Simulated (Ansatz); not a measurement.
## C: geometry relaxation (part 2 of 3)

The same run, continued: C (slab, 12 atoms in the cell); DFT PBE, scalar-relativistic, plane waves, PAW, no spin polarisation (Ansatz 0.2.0); cutoff 420 eV, 14×4×1 k-mesh, Gaussian smearing of 0.1 eV. The structure derives from a Materials Project entry. It belongs to a series of runs on one base structure; here: (1 0 0) slab, atoms relaxed.

Geometry of the input (Å; fractional positions):
```
2.4664  0.0000  0.0000
0.0000  8.5215  0.0000
0.0000  0.0000  26.3916
C  0.0000  0.0000  0.2842
C  0.5000  0.0000  0.3112
C  0.5000  0.0000  0.3651
C  0.0000  0.0000  0.3921
C  0.0000  0.0000  0.4460
C  0.5000  0.0000  0.4730
C  0.5000  0.0000  0.5270
C  0.0000  0.0000  0.5540
C  0.0000  0.0000  0.6079
C  0.5000  0.0000  0.6349
C  0.5000  0.0000  0.6888
C  0.0000  0.0000  0.7158
```

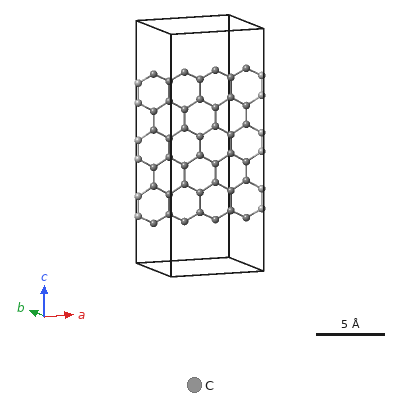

**Figure 1.** The geometry at step 4 of the log (ball-and-stick view of the 3 repeat of the cell, with the vacuum cut short, seen slightly off an axis; neighbours outside the cell are drawn fainter).

What the program printed, continued:
```
SCF iter   1: F=—  HF=-3004.722303 eV  |F-HF|=—  |Δ(HF+E_count)|=         —  Δρ=2.53e-3  dr2=5.68e-2  ethr=1.14e-4  p=0.000 e·Å  D=2.35e-7 V/Å  ΔV_dip=-0.00 eV  dr2_dipole=6.43e-10  V_vac-E_F(+/−)=6.01/6.01 eV  ⟨swp⟩=2.0  Hψ=2510  notcnv=0  defer=134
efield: sawtooth ramp at fractional position 0.9800 (handed on by an earlier solve), width 0.0400; the density the first Hamiltonian is built on has a dipole p = 0.000 e·Å; the dipole correction subtracts the counter field D = 2.35e-7 V/Å, which shifts the + side's vacuum level by -0.00 eV against the − side's; the planar-averaged density in the ramp window peaks in size at 1.5e-7 e/Å³
preconditioner: auto → LDOS  [metal: Δε(μ)=0.074 eV  Ē_g=13.437 eV  σ=0.100 eV  W_gap=0.36  n_scr=58 (ndim 8)  ℏωp=10.9 eV  f_vac=0.739  D(μ)=8.43/eV (n_scr^D=52)  β→1.0]
SCF iter   2: F=—  HF=-3004.714000 eV  |F-HF|=—  |Δ(HF+E_count)|=   8.30e-3  Δρ=1.38e-3  dr2=8.13e-3  ethr=1.14e-4  p=-0.000 e·Å  D=-5.68e-9 V/Å  ΔV_dip=0.00 eV  dr2_dipole=2.38e-10  V_vac-E_F(+/−)=5.94/5.94 eV  ⟨swp⟩=2.2  Hψ=1247  notcnv=0  defer=134
SCF iter   3: F=—  HF=-3004.712229 eV  |F-HF|=—  |Δ(HF+E_count)|=   1.77e-3  Δρ=4.35e-4  dr2=1.62e-3  ethr=1.69e-5  p=0.000 e·Å  D=1.97e-8 V/Å  ΔV_dip=-0.00 eV  dr2_dipole=1.56e-10  V_vac-E_F(+/−)=5.95/5.95 eV  ⟨swp⟩=2.0  Hψ=1285  notcnv=0  defer=134
SCF iter   4: F=—  HF=-3004.712284 eV  |F-HF|=—  |Δ(HF+E_count)|=   5.52e-5  Δρ=1.91e-4  dr2=2.21e-4  ethr=3.38e-6  p=0.000 e·Å  D=8.69e-8 V/Å  ΔV_dip=-0.00 eV  dr2_dipole=9.75e-11  V_vac-E_F(+/−)=5.93/5.93 eV  ⟨swp⟩=1.5  Hψ=897  notcnv=0  defer=134
SCF iter   5: F=-3004.712288 eV  HF=-3004.712286 eV  |F-HF|=1.71e-6  |Δ(HF+E_count)|=   1.74e-6  Δρ=8.60e-5  dr2=4.21e-5  ethr=2.08e-7  p=0.000 e·Å  D=1.01e-7 V/Å  ΔV_dip=-0.00 eV  dr2_dipole=4.56e-10  V_vac-E_F(+/−)=5.93/5.93 eV  ⟨swp⟩=20.5  Hψ=9293  notcnv=0
SCF 2 converged in 5 iterations: F = -3004.712288 eV  dr2 = 4.21e-5
  greatest PAW one-centre occupation: 0.702 electrons in one spin orbital (limit 2), on the C atom at site 11 (counted from 0), in its partial waves of l = 0
relax step   2: F+E_penalty+E_count = -3004.71228789 eV  Δ(F+E_penalty+E_count) = -1.182e-1 eV  max|allowed force component| = 1.838e0 eV/Å  Δτ_max = 0.0158 Å  (5 SCF iters, dr2 threshold 1.00e-4 eV, accepted)
iter 1 solved again at ethr=2.60e-4 eV; its pass at ethr=3.10e-3 eV (dr2=1.25e-1 eV) is discarded
SCF iter   1: F=—  HF=-3004.836521 eV  |F-HF|=—  |Δ(HF+E_count)|=         —  Δρ=5.69e-3  dr2=1.24e-1  ethr=2.60e-4  p=0.000 e·Å  D=1.01e-7 V/Å  ΔV_dip=-0.00 eV  dr2_dipole=1.28e-9  V_vac-E_F(+/−)=5.75/5.75 eV  ⟨swp⟩=1.0  Hψ=3073  notcnv=0  defer=134
efield: sawtooth ramp at fractional position 0.9800 (handed on by an earlier solve), width 0.0400; the density the first Hamiltonian is built on has a dipole p = 0.000 e·Å; the dipole correction subtracts the counter field D = 1.01e-7 V/Å, which shifts the + side's vacuum level by -0.00 eV against the − side's; the planar-averaged density in the ramp window peaks in size at 1.2e-6 e/Å³
preconditioner: auto → LDOS  [insulator: Δε(μ)=0.131 eV  Ē_g=13.458 eV  σ=0.100 eV  W_gap=0.56  n_scr=58 (ndim 8)  ℏωp=10.9 eV  f_vac=0.739  D(μ)=4.12/eV (n_scr^D=22)  ε∞_Penn≈1.7  β→1.0]
SCF iter   2: F=—  HF=-3004.801167 eV  |F-HF|=—  |Δ(HF+E_count)|=   3.54e-2  Δρ=2.21e-3  dr2=2.21e-2  ethr=2.57e-4  p=-0.000 e·Å  D=-9.81e-8 V/Å  ΔV_dip=0.00 eV  dr2_dipole=3.73e-10  V_vac-E_F(+/−)=5.62/5.62 eV  ⟨swp⟩=2.0  Hψ=1431  notcnv=0  defer=134
SCF iter   3: F=—  HF=-3004.797241 eV  |F-HF|=—  |Δ(HF+E_count)|=   3.93e-3  Δρ=1.09e-3  dr2=8.08e-3  ethr=4.60e-5  p=0.000 e·Å  D=2.23e-7 V/Å  ΔV_dip=-0.00 eV  dr2_dipole=5.13e-10  V_vac-E_F(+/−)=5.62/5.62 eV  ⟨swp⟩=2.1  Hψ=1474  notcnv=0  defer=134
SCF iter   4: F=—  HF=-3004.796990 eV  |F-HF|=—  |Δ(HF+E_count)|=   2.51e-4  Δρ=7.08e-4  dr2=3.46e-3  ethr=1.68e-5  p=-0.000 e·Å  D=-5.75e-7 V/Å  ΔV_dip=0.00 eV  dr2_dipole=3.51e-10  V_vac-E_F(+/−)=5.59/5.59 eV  ⟨swp⟩=2.4  Hψ=1349  notcnv=0  defer=134
SCF iter   5: F=—  HF=-3004.796526 eV  |F-HF|=—  |Δ(HF+E_count)|=   4.64e-4  Δρ=3.31e-4  dr2=9.88e-4  ethr=7.21e-6  p=0.000 e·Å  D=4.60e-7 V/Å  ΔV_dip=-0.00 eV  dr2_dipole=1.08e-9  V_vac-E_F(+/−)=5.58/5.58 eV  ⟨swp⟩=2.2  Hψ=1260  notcnv=0  defer=134
SCF iter   6: F=—  HF=-3004.796479 eV  |F-HF|=—  |Δ(HF+E_count)|=   4.75e-5  Δρ=1.57e-4  dr2=2.05e-4  ethr=2.06e-6  p=-0.000 e·Å  D=-1.02e-6 V/Å  ΔV_dip=0.00 eV  dr2_dipole=4.26e-9  V_vac-E_F(+/−)=5.57/5.57 eV  ⟨swp⟩=2.0  Hψ=1131  notcnv=0  defer=134
SCF iter   7: F=-3004.796490 eV  HF=-3004.796481 eV  |F-HF|=8.32e-6  |Δ(HF+E_count)|=   2.64e-6  Δρ=7.76e-5  dr2=4.18e-5  ethr=2.08e-7  p=0.000 e·Å  D=3.97e-7 V/Å  ΔV_dip=-0.00 eV  dr2_dipole=3.38e-9  V_vac-E_F(+/−)=5.57/5.57 eV  ⟨swp⟩=21.4  Hψ=9323  notcnv=0
SCF 3 converged in 7 iterations: F = -3004.796490 eV  dr2 = 4.18e-5
  greatest PAW one-centre occupation: 0.707 electrons in one spin orbital (limit 2), on the C atom at site 11 (counted from 0), in its partial waves of l = 0
relax step   3: F+E_penalty+E_count = -3004.79648970 eV  Δ(F+E_penalty+E_count) = -8.420e-2 eV  max|allowed force component| = 6.611e-1 eV/Å  Δτ_max = 0.0621 Å  (7 SCF iters, dr2 threshold 1.00e-4 eV, accepted)
iter 1 solved again at ethr=4.84e-4 eV; its pass at ethr=3.10e-3 eV (dr2=2.32e-1 eV) is discarded
SCF iter   1: F=—  HF=-3004.828772 eV  |F-HF|=—  |Δ(HF+E_count)|=         —  Δρ=8.56e-3  dr2=2.39e-1  ethr=4.84e-4  p=0.000 e·Å  D=3.97e-7 V/Å  ΔV_dip=-0.00 eV  dr2_dipole=2.09e-8  V_vac-E_F(+/−)=5.51/5.51 eV  ⟨swp⟩=1.1  Hψ=3355  notcnv=0  defer=133
efield: sawtooth ramp at fractional position 0.9800 (handed on by an earlier solve), width 0.0400; the density the first Hamiltonian is built on has a dipole p = 0.000 e·Å; the dipole correction subtracts the counter field D = 3.97e-7 V/Å, which shifts the + side's vacuum level by -0.00 eV against the − side's; the planar-averaged density in the ramp window peaks in size at 1.4e-6 e/Å³
preconditioner: auto → LDOS  [metal: Δε(μ)=0.103 eV  Ē_g=13.580 eV  σ=0.100 eV  W_gap=0.47  n_scr=58 (ndim 8)  ℏωp=10.9 eV  f_vac=0.743  D(μ)=4.97/eV (n_scr^D=28)  β→1.0]
SCF iter   2: F=—  HF=-3004.777038 eV  |F-HF|=—  |Δ(HF+E_count)|=   5.17e-2  Δρ=2.96e-3  dr2=5.59e-2  ethr=4.84e-4  p=-0.000 e·Å  D=-1.63e-6 V/Å  ΔV_dip=0.00 eV  dr2_dipole=1.08e-7  V_vac-E_F(+/−)=5.56/5.56 eV  ⟨swp⟩=2.0  Hψ=1447  notcnv=0  defer=133
SCF iter   3: F=—  HF=-3004.767231 eV  |F-HF|=—  |Δ(HF+E_count)|=   9.81e-3  Δρ=1.26e-3  dr2=1.90e-2  ethr=1.17e-4  p=0.000 e·Å  D=7.69e-7 V/Å  ΔV_dip=-0.00 eV  dr2_dipole=8.38e-8  V_vac-E_F(+/−)=5.56/5.56 eV  ⟨swp⟩=2.0  Hψ=1682  notcnv=0  defer=134
SCF iter   4: F=—  HF=-3004.763192 eV  |F-HF|=—  |Δ(HF+E_count)|=   4.04e-3  Δρ=3.67e-4  dr2=8.24e-4  ethr=3.97e-5  p=-0.000 e·Å  D=-4.26e-7 V/Å  ΔV_dip=0.00 eV  dr2_dipole=8.35e-9  V_vac-E_F(+/−)=5.56/5.56 eV  ⟨swp⟩=2.2  Hψ=1144  notcnv=0  defer=134
SCF iter   5: F=—  HF=-3004.763211 eV  |F-HF|=—  |Δ(HF+E_count)|=   2.00e-5  Δρ=2.27e-4  dr2=3.96e-4  ethr=1.72e-6  p=-0.000 e·Å  D=-9.15e-7 V/Å  ΔV_dip=0.00 eV  dr2_dipole=9.40e-10  V_vac-E_F(+/−)=5.56/5.56 eV  ⟨swp⟩=2.2  Hψ=1290  notcnv=0  defer=134
SCF iter   6: F=—  HF=-3004.763298 eV  |F-HF|=—  |Δ(HF+E_count)|=   8.67e-5  Δρ=1.42e-4  dr2=1.81e-4  ethr=8.25e-7  p=-0.000 e·Å  D=-9.17e-7 V/Å  ΔV_dip=0.00 eV  dr2_dipole=7.60e-10  V_vac-E_F(+/−)=5.57/5.57 eV  ⟨swp⟩=1.7  Hψ=940  notcnv=0  defer=134
SCF iter   7: F=-3004.763318 eV  HF=-3004.763334 eV  |F-HF|=1.58e-5  |Δ(HF+E_count)|=   3.57e-5  Δρ=7.98e-5  dr2=4.29e-5  ethr=1.18e-7  p=-0.000 e·Å  D=-1.11e-6 V/Å  ΔV_dip=0.00 eV  dr2_dipole=1.45e-9  V_vac-E_F(+/−)=5.57/5.57 eV  ⟨swp⟩=20.2  Hψ=9083  notcnv=0
SCF 4 converged in 7 iterations: F = -3004.763318 eV  dr2 = 4.29e-5
  greatest PAW one-centre occupation: 0.707 electrons in one spin orbital (limit 2), on the C atom at site 0 (counted from 0), in its partial waves of l = 0
relax step   4: F+E_penalty+E_count = -3004.76331809 eV  Δ(F+E_penalty+E_count) = +3.317e-2 eV  max|allowed force component| = 8.807e-1 eV/Å  Δτ_max = 0.0784 Å  (7 SCF iters, dr2 threshold 5.65e-5 eV, rejected (line search))
SCF iter   1: F=—  HF=-3004.847208 eV  |F-HF|=—  |Δ(HF+E_count)|=         —  Δρ=5.19e-3  dr2=8.69e-2  ethr=1.86e-3  p=-0.000 e·Å  D=-1.11e-6 V/Å  ΔV_dip=0.00 eV  dr2_dipole=8.57e-9  V_vac-E_F(+/−)=5.64/5.64 eV  ⟨swp⟩=3.0  Hψ=2071  notcnv=0  defer=136
efield: sawtooth ramp at fractional position 0.9800 (handed on by an earlier solve), width 0.0400; the density the first Hamiltonian is built on has a dipole p = -0.000 e·Å; the dipole correction subtracts the counter field D = -1.11e-6 V/Å, which shifts the + side's vacuum level by +0.00 eV against the − side's; the planar-averaged density in the ramp window peaks in size at 8.0e-7 e/Å³
preconditioner: auto → LDOS  [insulator: Δε(μ)=0.113 eV  Ē_g=13.443 eV  σ=0.100 eV  W_gap=0.51  n_scr=58 (ndim 8)  ℏωp=10.9 eV  f_vac=0.741  D(μ)=4.68/eV (n_scr^D=28)  ε∞_Penn≈1.7  β→1.0]
SCF iter   2: F=—  HF=-3004.826495 eV  |F-HF|=—  |Δ(HF+E_count)|=   2.07e-2  Δρ=1.79e-3  dr2=2.04e-2  ethr=1.81e-4  p=0.000 e·Å  D=1.70e-7 V/Å  ΔV_dip=-0.00 eV  dr2_dipole=5.33e-9  V_vac-E_F(+/−)=5.63/5.63 eV  ⟨swp⟩=2.0  Hψ=1746  notcnv=0  defer=138
SCF iter   3: F=—  HF=-3004.823104 eV  |F-HF|=—  |Δ(HF+E_count)|=   3.39e-3  Δρ=7.10e-4  dr2=6.96e-3  ethr=4.24e-5  p=-0.000 e·Å  D=-3.31e-7 V/Å  ΔV_dip=0.00 eV  dr2_dipole=1.35e-8  V_vac-E_F(+/−)=5.63/5.63 eV  ⟨swp⟩=2.4  Hψ=1479  notcnv=0  defer=138
SCF iter   4: F=—  HF=-3004.821626 eV  |F-HF|=—  |Δ(HF+E_count)|=   1.48e-3  Δρ=1.95e-4  dr2=2.24e-4  ethr=1.45e-5  p=-0.000 e·Å  D=-6.18e-7 V/Å  ΔV_dip=0.00 eV  dr2_dipole=5.54e-12  V_vac-E_F(+/−)=5.63/5.63 eV  ⟨swp⟩=2.1  Hψ=1109  notcnv=0  defer=138
SCF iter   5: F=—  HF=-3004.821617 eV  |F-HF|=—  |Δ(HF+E_count)|=   9.21e-6  Δρ=1.05e-4  dr2=6.63e-5  ethr=4.67e-7  p=-0.000 e·Å  D=-8.31e-7 V/Å  ΔV_dip=0.00 eV  dr2_dipole=4.93e-10  V_vac-E_F(+/−)=5.63/5.63 eV  ⟨swp⟩=2.1  Hψ=1208  notcnv=0  defer=138
SCF iter   6: F=—  HF=-3004.821629 eV  |F-HF|=—  |Δ(HF+E_count)|=   1.19e-5  Δρ=6.18e-5  dr2=2.86e-5  ethr=1.38e-7  p=-0.000 e·Å  D=-7.27e-7 V/Å  ΔV_dip=0.00 eV  dr2_dipole=2.35e-12  V_vac-E_F(+/−)=5.63/5.63 eV  ⟨swp⟩=1.8  Hψ=1139  notcnv=0  defer=136
SCF iter   7: F=—  HF=-3004.821632 eV  |F-HF|=—  |Δ(HF+E_count)|=   3.19e-6  Δρ=2.73e-5  dr2=8.79e-6  ethr=5.96e-8  p=-0.000 e·Å  D=-8.95e-7 V/Å  ΔV_dip=0.00 eV  dr2_dipole=3.19e-10  V_vac-E_F(+/−)=5.63/5.63 eV  ⟨swp⟩=2.8  Hψ=1314  notcnv=0  defer=136
SCF iter   8: F=—  HF=-3004.821631 eV  |F-HF|=—  |Δ(HF+E_count)|=   7.03e-7  Δρ=1.73e-5  dr2=2.55e-6  ethr=1.83e-8  p=-0.000 e·Å  D=-6.42e-7 V/Å  ΔV_dip=0.00 eV  dr2_dipole=3.06e-10  V_vac-E_F(+/−)=5.63/5.63 eV  ⟨swp⟩=2.4  Hψ=1247  notcnv=0  defer=136
SCF iter   9: F=—  HF=-3004.821632 eV  |F-HF|=—  |Δ(HF+E_count)|=   8.99e-7  Δρ=9.45e-6  dr2=4.53e-7  ethr=5.31e-9  p=-0.000 e·Å  D=-8.66e-7 V/Å  ΔV_dip=0.00 eV  dr2_dipole=2.28e-10  V_vac-E_F(+/−)=5.63/5.63 eV  ⟨swp⟩=2.4  Hψ=1261  notcnv=0  defer=136
SCF iter  10: F=-3004.821634 eV  HF=-3004.821634 eV  |F-HF|=2.52e-7  |Δ(HF+E_count)|=   1.29e-6  Δρ=3.63e-6  dr2=8.80e-8  ethr=2.08e-10  p=-0.000 e·Å  D=-5.82e-7 V/Å  ΔV_dip=0.00 eV  dr2_dipole=4.73e-10  V_vac-E_F(+/−)=5.63/5.63 eV  ⟨swp⟩=19.7  Hψ=7389  notcnv=0
SCF 5 converged in 10 iterations: F = -3004.821634 eV  dr2 = 8.80e-8
  greatest PAW one-centre occupation: 0.706 electrons in one spin orbital (limit 2), on the C atom at site 0 (counted from 0), in its partial waves of l = 0
relax step   5: F+E_penalty+E_count = -3004.82163379 eV  Δ(F+E_penalty+E_count) = -2.514e-2 eV  max|allowed force component| = 4.544e-2 eV/Å  Δτ_max = 0.0311 Å  (10 SCF iters, accepted)
```
